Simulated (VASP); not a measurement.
# How k-mesh and SCF threshold change a VASP run on NaCl

Aim: find how far the k-mesh and SCF threshold must be pushed for NaCl, and what that costs. The series runs use r2SCAN. The k-mesh tried: 2 2 2; 3 3 3; 4 4 4; 5 5 5; 6 6 6; 8 8 8; 10 10 10; 13 13 13. The SCF threshold tried: EDIFF = 0.01; EDIFF = 0.001; EDIFF = 1E-04; EDIFF = 1E-05; EDIFF = 1E-06; EDIFF = 1E-08. The start is a cell from a database of measured crystal structures.

Calculated with VASP 6.6.1; r2SCAN; plane waves and PAW (Na_pv, Cl).

The database entry behind the starting cell differs from later determinations by our own check (an axis about 0.4 % short against later determinations), so it need not match the best structure at ambient conditions.

## Step 1: The starting structure

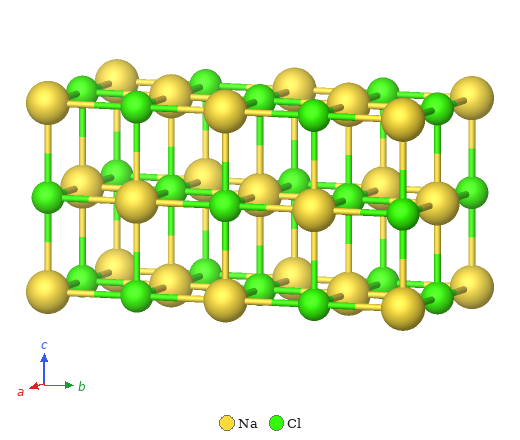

The starting structure, seen slightly off an axis (sodium yellow, chlorine green). 1×2×1 cells are drawn. This picture shows the conventional cell, with its axes. Some periodic images of atoms are drawn too.

Coordinates:

```cif
data_structure
_symmetry_space_group_name_H-M 'P 1'
_symmetry_Int_Tables_number 1
_cell_length_a 3.9739
_cell_length_b 3.9739
_cell_length_c 3.9739
_cell_angle_alpha 60.000
_cell_angle_beta 60.000
_cell_angle_gamma 60.000
_cell_volume 44.38
loop_
_atom_site_label
_atom_site_type_symbol
_atom_site_fract_x
_atom_site_fract_y
_atom_site_fract_z
_atom_site_occupancy
Na1 Na 0.00000 0.00000 0.00000 1
Cl2 Cl 0.50000 0.50000 0.50000 1
```

## Step 2: K-mesh: 2 2 2

The sum over the zone converges with the mesh, fast for insulators and slowly for metals. r2SCAN adds the kinetic-energy density, costs more than a GGA and is run with LASPH.

INCAR

```
SYSTEM = NaCl
PREC = Accurate
ENCUT = 400
EDIFF = 1E-06
NELM = 100
ISMEAR = -1
SIGMA = 0.05
LREAL = .FALSE.
ALGO = Normal
METAGGA = R2SCAN
LASPH = .TRUE.
NBANDS = 13
LORBIT = 11
LWAVE = .FALSE.
LCHARG = .FALSE.
NCORE = 2
ISIF = 2
```

POSCAR

```
NaCl
1.0
    0.0000000000      2.8100000000      2.8100000000
    2.8100000000      0.0000000000      2.8100000000
    2.8100000000      2.8100000000      0.0000000000
Na Cl
1 1
Direct
    0.0000000000      0.0000000000      0.0000000000
    0.5000000000      0.5000000000      0.5000000000
```

KPOINTS

```
Automatic mesh
0
Gamma
2 2 2
0 0 0
```

The projector-augmented-wave data sets are Na_pv and Cl (PBE family, release 64).

On the command line:

```sh
> mpirun -np 2 vasp_std
```

What it wrote:

```text
[banner, memory and clock lines left out]
running    2 mpi-ranks, on    1 nodes
 distrk:  each k-point on    2 cores,    1 groups
 distr:  one band on    2 cores,    1 groups

 POSCAR found type information on POSCAR NaCl
 POSCAR found :  2 types and       2 ions
|                                                                             |
|               ----> ADVICE to this user running VASP <----                  |
|                                                                             |
|     You enforced a specific xc type in the INCAR file but a different       |
|     [... a line on the potential file left out ...]
|     I HOPE YOU KNOW WHAT YOU ARE DOING!                                     |
|                                                                             |

 LDA part: xc-table for (None), standard interpolation
 POSCAR, INCAR and KPOINTS ok, starting setup
 FFT: planning ... GRIDC
 FFT: planning ... GRID_SOFT
 FFT: planning ... GRID
 WAVECAR not read
 entering main loop
       N       E                     dE             d eps       ncg     rms          rms(c)
DAV:   1     0.781961762207E+02    0.78196E+02   -0.65967E+03    78   0.934E+02
DAV:   2    -0.877049275344E+01   -0.86967E+02   -0.79907E+02    83   0.247E+02
DAV:   3    -0.156160506506E+02   -0.68456E+01   -0.68074E+01    98   0.683E+01
DAV:   4    -0.157369134043E+02   -0.12086E+00   -0.12075E+00    98   0.945E+00
DAV:   5    -0.157396508394E+02   -0.27374E-02   -0.27373E-02    93   0.149E+00    0.239E+00
DAV:   6    -0.135547978858E+02    0.21849E+01   -0.64951E-01    83   0.774E+00    0.244E+00
DAV:   7    -0.135317485631E+02    0.23049E-01   -0.15932E-01    88   0.291E+00    0.137E+00
DAV:   8    -0.135401851724E+02   -0.84366E-02   -0.45675E-03    78   0.643E-01    0.423E-01
DAV:   9    -0.135427646464E+02   -0.25795E-02   -0.35487E-03    78   0.538E-01    0.122E-01
DAV:  10    -0.135428970963E+02   -0.13245E-03   -0.25251E-04   108   0.118E-01    0.158E-01
DAV:  11    -0.135428578028E+02    0.39294E-04   -0.92397E-05    78   0.568E-02    0.732E-03
DAV:  12    -0.135428536983E+02    0.41045E-05   -0.28331E-06    93   0.126E-02    0.570E-03
DAV:  13    -0.135428539060E+02   -0.20768E-06   -0.37347E-08    44   0.182E-03
   1 F= -.13542854E+02 E0= -.13542854E+02  d E =-.483838E-10
```

Run time: 3.6 s. Hardware: 2 MPI ranks of AMD EPYC 9R45, shared host; peak memory 0.2 GiB; 6.1 s of CPU time.

Lines that name or quote the potential files are left out of all logs, and their timing lines are given in words.

OUTCAR, selected parts (step 2):

```text
ion  position               nearest neighbor table
   1  0.000  0.000  0.000-
   2  0.500  0.500  0.500-

  LATTYP: Found a face centered cubic cell.
 ALAT       =     5.6200000000

 Subroutine GETGRP returns: Found 48 space group operations
 (whereof 48 operations were pure point group operations)

The static configuration has the point symmetry O_h .

 Found      3 irreducible k-points:

   k-points           NKPTS =      3   k-points in BZ     NKDIM =      3   number of bands    NBANDS=     13

   dimension x,y,z NGX =    28 NGY =   28 NGZ =   28
   dimension x,y,z NGXF=    56 NGYF=   56 NGZF=   56

   ENCUT  =  400.0 eV  29.40 Ry    5.42 a.u.   6.48  6.48  6.48*2*pi/ulx,y,z

   NELECT =      14.0000    total number of electrons

 k-points in reciprocal lattice and weights: Automatic mesh
   0.00000000  0.00000000  0.00000000       0.125
   0.50000000  0.00000000  0.00000000       0.500
   0.50000000  0.50000000  0.00000000       0.375

 average (electrostatic) potential at core
       1 -52.1840       2 -96.5987

 E-fermi :   0.2338

 k-point     1 :       0.0000    0.0000    0.0000
  band No.  band energies     occupation
    ...
      3     -22.6658      2.00000
      4     -14.1800      2.00000
      5      -0.9505      2.00000
      6      -0.9505      2.00000
      7      -0.9505      2.00000
      8       4.9316      0.00000
      9      10.7322      0.00000
     10      10.7323      0.00000
     11      10.7323      0.00000
     12      12.9979      0.00000
    ...

 k-point     2 :       0.5000    0.0000    0.0000
  band No.  band energies     occupation
    ...
      3     -22.6676      2.00000
      4     -13.8228      2.00000
      5      -2.9353      2.00000
      6      -1.2389      2.00000
      7      -1.2389      2.00000
      8       6.9241      0.00000
      9      10.6968      0.00000
     10      10.7501      0.00000
     11      10.7503      0.00000
     12      14.9781      0.00000
    ...

 k-point     3 :       0.5000    0.5000    0.0000
  band No.  band energies     occupation
    ...
      3     -22.6735      2.00000
      4     -13.7711      2.00000
      5      -2.6881      2.00000
      6      -1.5779      2.00000
      7      -1.5779      2.00000
      8       7.4176      0.00000
      9       7.5567      0.00000
     10      11.2827      0.00000
     11      14.9833      0.00000
     12      14.9834      0.00000
    ...

  Total        0.3638499      0.3638499      0.3638499     -0.0000000     -0.0000000      0.0000000
  in kB       13.1366281     13.1366281     13.1366281     -0.0000000     -0.0000000      0.0000000
  external PRESSURE =      13.1366281 kB  Pullay stress =       0.0000000 kB

  energy-cutoff  :      400.00
  volume of cell :       44.38
      direct lattice vectors                 reciprocal lattice vectors
     0.000000000  2.810000000  2.810000000    -0.177935943  0.177935943  0.177935943
     2.810000000  0.000000000  2.810000000     0.177935943 -0.177935943  0.177935943
     2.810000000  2.810000000  0.000000000     0.177935943  0.177935943 -0.177935943

 POSITION                                       TOTAL-FORCE (eV/Angst)
 -----------------------------------------------------------------------------------
      0.00000      0.00000      0.00000        -0.000000      0.000000     -0.000000
      2.81000      2.81000      2.81000         0.000000      0.000000      0.000000
 -----------------------------------------------------------------------------------
    total drift:                                0.000000      0.000000      0.000000

  FREE ENERGIE OF THE ION-ELECTRON SYSTEM (eV)
  ---------------------------------------------------
  free  energy   TOTEN  =       -13.5428539060 eV

  energy  without entropy=      -13.5428539059  energy(sigma->0) =      -13.54285391

 total charge
# of ion       s       p       d       tot
------------------------------------------
    1        0.030   5.979   0.000   6.009
    2        1.586   3.651   0.000   5.237
--------------------------------------------------
tot          1.616   9.630   0.000  11.246
```

The gap is read on the k-mesh alone, so it is an upper bound where the band edges lie off the mesh. The PAW data sets were made with PBE, which is usual practice but a small mismatch for other functionals.

This step gave:

- SCF cycles: 13
- electrons: 14
- bands: 13
- irreducible k-points: 3
- symmetry operations: 48
- free energy (TOTEN): -13.54 eV
- Fermi energy: 0.2338 eV
- pressure: 1.314 GPa
- metallic: no
- valence top at k: 0, 0, 0
- conduction bottom at k: 0, 0, 0
- least direct gap at k: 0, 0, 0
- gap on the k-mesh: 5.882 eV
- least direct gap on the k-mesh: 5.882 eV

The series starts at -6.7714 eV an atom and 1.31 GPa, after 13 cycles in 3.6 s.

## Step 3: K-mesh: 3 3 3

INCAR, as its differences from that of step 2:

```diff
@@ -15,3 +15,3 @@
 LCHARG = .FALSE.
-NCORE = 2
+KPAR = 2
 ISIF = 2
```

POSCAR is that of step 2.

KPOINTS

```
Automatic mesh
0
Gamma
3 3 3
0 0 0
```

On the command line:

```sh
> mpirun -np 2 vasp_std
```

What it wrote:

```text
[banner, memory and clock lines left out]
running    2 mpi-ranks, on    1 nodes
[...]
[... a notice as in an earlier step ...]

 LDA part: xc-table for (None), standard interpolation
 POSCAR, INCAR and KPOINTS ok, starting setup
[...]
entering main loop
       N       E                     dE             d eps       ncg     rms          rms(c)
DAV:   1     0.830158339975E+02    0.83016E+02   -0.67615E+03   104   0.922E+02
DAV:   2    -0.896131927440E+01   -0.91977E+02   -0.82743E+02   119   0.254E+02
DAV:   3    -0.158386397017E+02   -0.68773E+01   -0.68462E+01   134   0.665E+01
DAV:   4    -0.159487195096E+02   -0.11008E+00   -0.11004E+00   114   0.995E+00
[...]
DAV:  11    -0.137722741903E+02   -0.10303E-04   -0.69962E-05   104   0.678E-02    0.436E-02
DAV:  12    -0.137722756828E+02   -0.14924E-05   -0.43581E-06   114   0.158E-02    0.152E-03
DAV:  13    -0.137722760494E+02   -0.36661E-06   -0.17754E-07    57   0.351E-03
   1 F= -.13772276E+02 E0= -.13772276E+02  d E =-.137603E-10
```

Run time: 5.2 s. Hardware: 2 MPI ranks; peak memory 0.24 GiB.

From OUTCAR (step 3):

```text
  Total       -0.1308846     -0.1308846     -0.1308846     -0.0000000      0.0000000     -0.0000000
  in kB       -4.7255275     -4.7255275     -4.7255275     -0.0000000      0.0000000     -0.0000000
  external PRESSURE =      -4.7255275 kB  Pullay stress =       0.0000000 kB

 POSITION                                       TOTAL-FORCE (eV/Angst)
 -----------------------------------------------------------------------------------
      0.00000      0.00000      0.00000        -0.000000      0.000000     -0.000000
      2.81000      2.81000      2.81000         0.000000     -0.000000      0.000000
 -----------------------------------------------------------------------------------
    total drift:                                0.000000      0.000000      0.000000

  FREE ENERGIE OF THE ION-ELECTRON SYSTEM (eV)
  ---------------------------------------------------
  free  energy   TOTEN  =       -13.7722760494 eV

  energy  without entropy=      -13.7722760494  energy(sigma->0) =      -13.77227605

[... 1 part as in an earlier step ...]

[... 2 further parts left out ...]
[key lines of the parts left out:]
E-fermi :   0.1053
```

Against the run before the energy moves by -114.71 meV an atom and the pressure by -1.79 GPa, after 13 cycles in 5.2 s.

## Step 4: K-mesh: 4 4 4

INCAR is that of step 3.

POSCAR is that of step 3.

KPOINTS

```
Automatic mesh
0
Gamma
4 4 4
0 0 0
```

On the command line:

```sh
> mpirun -np 2 vasp_std
```

What it wrote:

```text
[... set-up lines as in an earlier step ...]
 entering main loop
       N       E                     dE             d eps       ncg     rms          rms(c)
DAV:   1     0.826053029873E+02    0.82605E+02   -0.63013E+03   213   0.887E+02
DAV:   2    -0.939839286331E+01   -0.92004E+02   -0.87076E+02   256   0.270E+02
DAV:   3    -0.158672378767E+02   -0.64688E+01   -0.64484E+01   268   0.689E+01
DAV:   4    -0.159625805046E+02   -0.95343E-01   -0.95323E-01   241   0.920E+00
[...]
DAV:  11    -0.137868828888E+02   -0.81365E-05   -0.63171E-05   213   0.653E-02    0.393E-02
DAV:  12    -0.137868842010E+02   -0.13122E-05   -0.39645E-06   248   0.151E-02    0.353E-03
DAV:  13    -0.137868846587E+02   -0.45768E-06   -0.10438E-07   177   0.306E-03
   1 F= -.13786885E+02 E0= -.13786885E+02  d E =-.952760E-10
```

Elapsed: 7 s, on 2 MPI ranks; peak memory 0.23 GiB.

OUTCAR, selected parts (step 4):

```text
  Total       -0.1756523     -0.1756523     -0.1756523      0.0000000      0.0000000     -0.0000000
  in kB       -6.3418433     -6.3418433     -6.3418433      0.0000000      0.0000000     -0.0000000
  external PRESSURE =      -6.3418433 kB  Pullay stress =       0.0000000 kB

 POSITION                                       TOTAL-FORCE (eV/Angst)
 -----------------------------------------------------------------------------------
      0.00000      0.00000      0.00000         0.000000      0.000000      0.000000
      2.81000      2.81000      2.81000        -0.000000     -0.000000      0.000000
 -----------------------------------------------------------------------------------
    total drift:                                0.000000      0.000000      0.000000

  FREE ENERGIE OF THE ION-ELECTRON SYSTEM (eV)
  ---------------------------------------------------
  free  energy   TOTEN  =       -13.7868846587 eV

  energy  without entropy=      -13.7868846586  energy(sigma->0) =      -13.78688466

[... 1 part as in an earlier step ...]

[... 2 further parts left out ...]
[key lines of the parts left out:]
E-fermi :  -0.0429
```

Against the run before the energy moves by -7.30 meV an atom and the pressure by -0.16 GPa, after 13 cycles in 7 s.

## Step 5: K-mesh: 5 5 5

INCAR is that of step 4.

POSCAR is that of step 4.

KPOINTS

```
Automatic mesh
0
Gamma
5 5 5
0 0 0
```

On the command line:

```sh
> mpirun -np 2 vasp_std
```

What it wrote:

```text
[... set-up lines as in an earlier step ...]
 entering main loop
       N       E                     dE             d eps       ncg     rms          rms(c)
DAV:   1     0.795918968521E+02    0.79592E+02   -0.65301E+03   268   0.955E+02
DAV:   2    -0.884727141865E+01   -0.88439E+02   -0.82252E+02   278   0.244E+02
DAV:   3    -0.158481238195E+02   -0.70009E+01   -0.69518E+01   350   0.695E+01
DAV:   4    -0.159638036804E+02   -0.11568E+00   -0.11564E+00   285   0.962E+00
[...]
DAV:  11    -0.137884669729E+02   -0.17230E-04   -0.69375E-05   280   0.697E-02    0.481E-02
DAV:  12    -0.137884698787E+02   -0.29058E-05   -0.49858E-06   300   0.166E-02    0.188E-03
DAV:  13    -0.137884699712E+02   -0.92448E-07   -0.13837E-07   155   0.337E-03
   1 F= -.13788470E+02 E0= -.13788470E+02  d E =-.860714E-11
```

The job ended after 8 s (2 MPI ranks; peak memory 0.24 GiB).

Parts of OUTCAR (step 5):

```text
  Total       -0.1791471     -0.1791471     -0.1791471      0.0000000      0.0000000     -0.0000000
  in kB       -6.4680222     -6.4680222     -6.4680222      0.0000000      0.0000000     -0.0000000
  external PRESSURE =      -6.4680222 kB  Pullay stress =       0.0000000 kB

 POSITION                                       TOTAL-FORCE (eV/Angst)
 -----------------------------------------------------------------------------------
      0.00000      0.00000      0.00000        -0.000000      0.000000      0.000000
      2.81000      2.81000      2.81000         0.000000     -0.000000     -0.000000
 -----------------------------------------------------------------------------------
    total drift:                                0.000000      0.000000      0.000000

  FREE ENERGIE OF THE ION-ELECTRON SYSTEM (eV)
  ---------------------------------------------------
  free  energy   TOTEN  =       -13.7884699712 eV

  energy  without entropy=      -13.7884699711  energy(sigma->0) =      -13.78846997

[... 1 part as in an earlier step ...]

[... 2 further parts left out ...]
[key lines of the parts left out:]
E-fermi :   0.0648
```

Against the run before the energy moves by -0.79 meV an atom and the pressure by -0.01 GPa, after 13 cycles in 8 s.

## Step 6: K-mesh: 6 6 6

INCAR is that of step 5.

POSCAR is that of step 5.

KPOINTS

```
Automatic mesh
0
Gamma
6 6 6
0 0 0
```

On the command line:

```sh
> mpirun -np 2 vasp_std
```

What it wrote:

```text
[... set-up lines as in an earlier step ...]
 entering main loop
       N       E                     dE             d eps       ncg     rms          rms(c)
DAV:   1     0.839105851465E+02    0.83911E+02   -0.65823E+03   424   0.902E+02
DAV:   2    -0.877844401333E+01   -0.92689E+02   -0.85437E+02   464   0.256E+02
DAV:   3    -0.158404767106E+02   -0.70620E+01   -0.70172E+01   536   0.702E+01
DAV:   4    -0.159633616997E+02   -0.12288E+00   -0.12285E+00   461   0.102E+01
[...]
DAV:  11    -0.137884190805E+02   -0.15022E-04   -0.64738E-05   471   0.672E-02    0.462E-02
DAV:  12    -0.137884221873E+02   -0.31067E-05   -0.47953E-06   476   0.162E-02    0.354E-03
DAV:  13    -0.137884222438E+02   -0.56569E-07   -0.11418E-07   301   0.320E-03
   1 F= -.13788422E+02 E0= -.13788422E+02  d E =-.317006E-10
```

Elapsed: 11 s, on 2 MPI ranks; peak memory 0.24 GiB.

OUTCAR, selected parts (step 6):

```text
  Total       -0.1800254     -0.1800254     -0.1800254     -0.0000000     -0.0000000      0.0000000
  in kB       -6.4997319     -6.4997319     -6.4997319     -0.0000000     -0.0000000      0.0000000
  external PRESSURE =      -6.4997319 kB  Pullay stress =       0.0000000 kB

 POSITION                                       TOTAL-FORCE (eV/Angst)
 -----------------------------------------------------------------------------------
      0.00000      0.00000      0.00000         0.000000     -0.000000      0.000000
      2.81000      2.81000      2.81000         0.000000      0.000000     -0.000000
 -----------------------------------------------------------------------------------
    total drift:                                0.000000      0.000000      0.000000

  FREE ENERGIE OF THE ION-ELECTRON SYSTEM (eV)
  ---------------------------------------------------
  free  energy   TOTEN  =       -13.7884222438 eV

  energy  without entropy=      -13.7884222438  energy(sigma->0) =      -13.78842224

[... 1 part as in an earlier step ...]

[... 2 further parts left out ...]
[key lines of the parts left out:]
E-fermi :  -0.0111
```

Against the run before the energy moves by +0.02 meV an atom while the pressure stays within 0.01 GPa, after 13 cycles in 11 s.

## Step 7: K-mesh: 8 8 8

INCAR is that of step 6.

POSCAR is that of step 6.

KPOINTS

```
Automatic mesh
0
Gamma
8 8 8
0 0 0
```

On the command line:

```sh
> mpirun -np 2 vasp_std
```

What it wrote:

```text
[... set-up lines as in an earlier step ...]
 entering main loop
       N       E                     dE             d eps       ncg     rms          rms(c)
DAV:   1     0.772664680042E+02    0.77266E+02   -0.65492E+03   778   0.930E+02
DAV:   2    -0.896424854470E+01   -0.86231E+02   -0.79933E+02   814   0.244E+02
DAV:   3    -0.158498547354E+02   -0.68856E+01   -0.68442E+01   974   0.690E+01
DAV:   4    -0.159637372121E+02   -0.11388E+00   -0.11385E+00   829   0.976E+00
[...]
DAV:  11    -0.137884457985E+02   -0.16930E-04   -0.65737E-05   839   0.683E-02    0.489E-02
DAV:  12    -0.137884493239E+02   -0.35254E-05   -0.50184E-06   884   0.166E-02    0.319E-03
DAV:  13    -0.137884494307E+02   -0.10687E-06   -0.12269E-07   548   0.329E-03
   1 F= -.13788449E+02 E0= -.13788449E+02  d E =-.509440E-10
```

Run time: 17 s. Hardware: 2 MPI ranks; peak memory 0.25 GiB; 34 s of CPU time.

OUTCAR, selected parts (step 7):

```text
  Total       -0.1798731     -0.1798731     -0.1798731     -0.0000000     -0.0000000     -0.0000000
  in kB       -6.4942342     -6.4942342     -6.4942342     -0.0000000     -0.0000000     -0.0000000
  external PRESSURE =      -6.4942342 kB  Pullay stress =       0.0000000 kB

 POSITION                                       TOTAL-FORCE (eV/Angst)
 -----------------------------------------------------------------------------------
      0.00000      0.00000      0.00000         0.000000      0.000000      0.000000
      2.81000      2.81000      2.81000         0.000000     -0.000000     -0.000000
 -----------------------------------------------------------------------------------
    total drift:                                0.000000      0.000000      0.000000

  FREE ENERGIE OF THE ION-ELECTRON SYSTEM (eV)
  ---------------------------------------------------
  free  energy   TOTEN  =       -13.7884494307 eV

  energy  without entropy=      -13.7884494307  energy(sigma->0) =      -13.78844943

[... 1 part as in an earlier step ...]

[... 2 further parts left out ...]
[key lines of the parts left out:]
E-fermi :  -0.0432
```

Against the run before the energy moves by -0.01 meV an atom while the pressure stays within 0.01 GPa, after 13 cycles in 17 s.

[end of part 1 of 2]

[Lines on the potential files, build, host, timing and source positions are cut from VASP's logs without a mark.]

[Logs are printed without paths, hosts, clocks, repeated set-up lines and the standing remarks that a program may print on its own settings, such as how far it seeks lower states.]

[Hosts, paths, dates, database ids (printed as entryN), source tags and the programs' standing remarks are cut or masked in the printed files.]

[A measured line is paired with the nearest computed mode of its activity, which favours agreement.]
